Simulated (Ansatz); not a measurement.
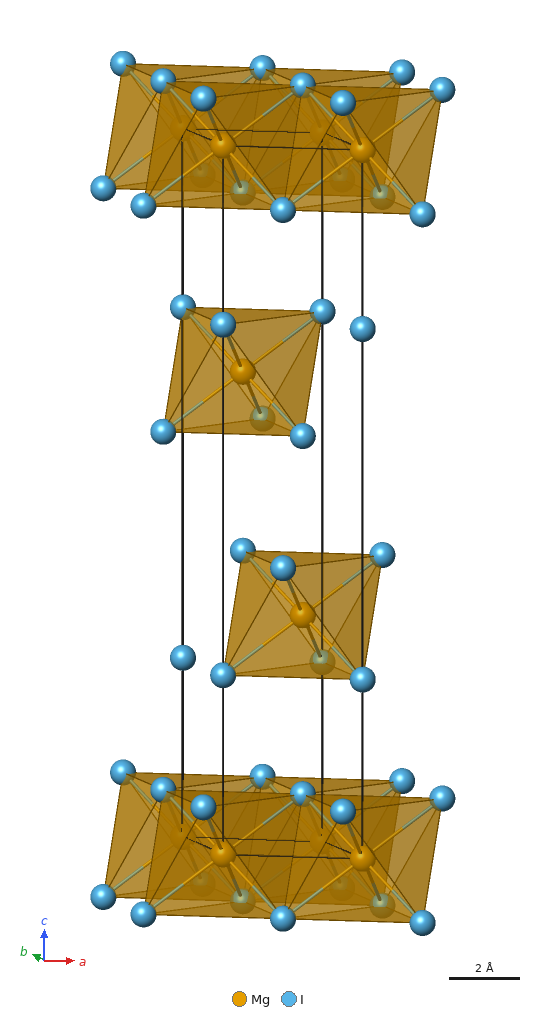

Shown here is a polyhedral view of the crystal, taken slightly off an axis. The lines enclose the conventional unit cell; boundary atoms appear with their images. Some atoms of the next cells are drawn as well.

MgI2, cadmium chloride (CdCl₂) type, space group R-3m (No. 166), a = 4.157 Å, b = 4.157 Å, c = 20.677 Å, α = 90.00°, β = 90.00°, γ = 120.00°. The structure comes from a structure type filled with these elements by a generator (whether the compound takes this form wasn't checked). Earlier steps of the study may have refined or changed the cell and positions. An electronic-structure calculation with Ansatz was run on it.

This one geometry was computed with Ansatz (DFT, plane waves, PAW) at four levels of theory: PBE, PBE with spin-orbit coupling, LDA and r2SCAN.

Q: Which level gives the highest pressure at this volume, and what does that say about its equilibrium volume?

A: Highest: PBE (1.1 GPa) and PBE with spin-orbit coupling (1.2 GPa), which points to the largest equilibrium volume. Lowest, with the smallest volume: LDA (-1.5 GPa). Levels within 0.5 GPa of each other can't be told apart.

Q: How does the band gap change with the level of theory?

A: PBE with spin-orbit coupling: a gap of 2.93 eV, indirect; LDA: a gap of 3.09 eV, indirect; PBE: a gap of 3.27 eV, indirect; r2SCAN: a gap of 3.85 eV, indirect.

Q: Collect the results in a table.

A:
| level | cutoff (eV) | k-mesh of the run's cell | gap (eV) | pressure (GPa) |
| --- | --- | --- | --- | --- |
| PBE | 420 | 8×8×8 | 3.27 | 1.1 |
| PBE with spin-orbit coupling | 420 | 8×8×8 | 2.93 | 1.2 |
| LDA | 420 | 8×8×8 | 3.09 | -1.5 |
| r2SCAN | 500 | 8×8×8 | 3.85 | 0.6 |

Gaps are taken on the k-mesh or band path of each run.
